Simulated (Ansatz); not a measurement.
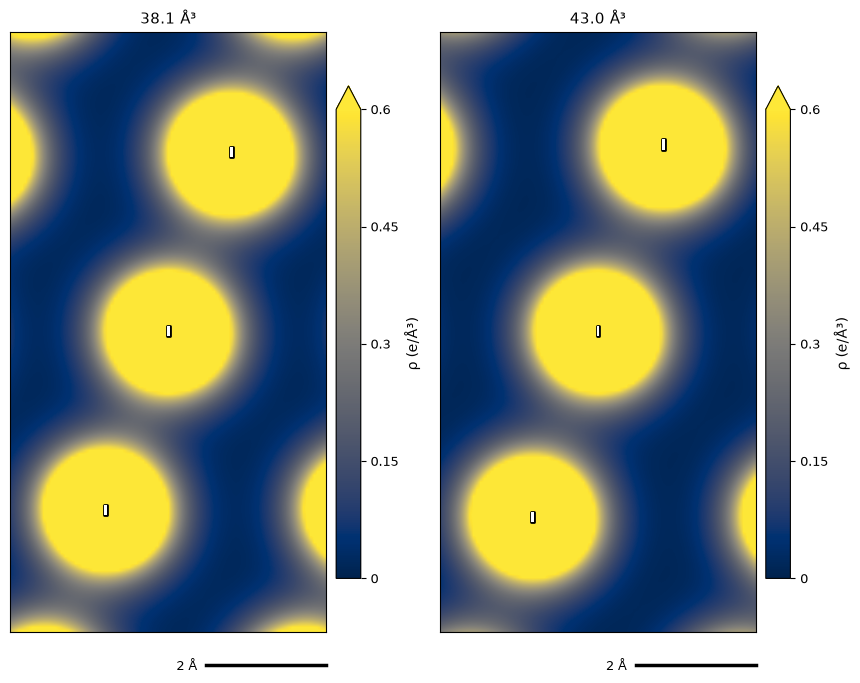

I. The valence charge density (pseudo) of cells scaled evenly to different volumes (given per atom above each panel), on the (111) plane of each (indices in the axes of the cell below), at one length scale and on one colour scale.

A structure from a database of computed crystals, not necessarily the ambient phase.

Level of theory: Ansatz 0.2.0, Kohn-Sham DFT of a periodic cell, r2SCAN, Ansatz PAW.

The largest cell:

```
I
1.0
     0.00000    2.41200    3.98652
     2.23524    0.00000    3.98652
     2.23524    2.41200    0.00000
I
1
Direct
  0.00000 0.00000 0.00000
```

| volume (Å³/atom) | I–I contact in the plane (Å) | ρ at its midpoint (e/Å³) | pressure (GPa) | 
| --- | --- | --- | --- |
| 38.12 | 3.159 | 0.238 | 2.0 | 
| 40.55 | 3.225 | ? | ? | 
| 42.99 | 3.288 | 0.191 | −1.3 | 

Q: Estimate the missing row, and compare with the calculation.

A: Over the known rows ln ρ falls by 1.71 per Å of I–I distance (the line through the two), which gives 0.213 e/Å³ at 3.225 Å; the calculation gives 0.213 e/Å³. For the pressure, a straight line in volume between the neighbouring rows gives 0.4 GPa; the calculation gives 0.0, lower because pressure rises ever faster on compression.
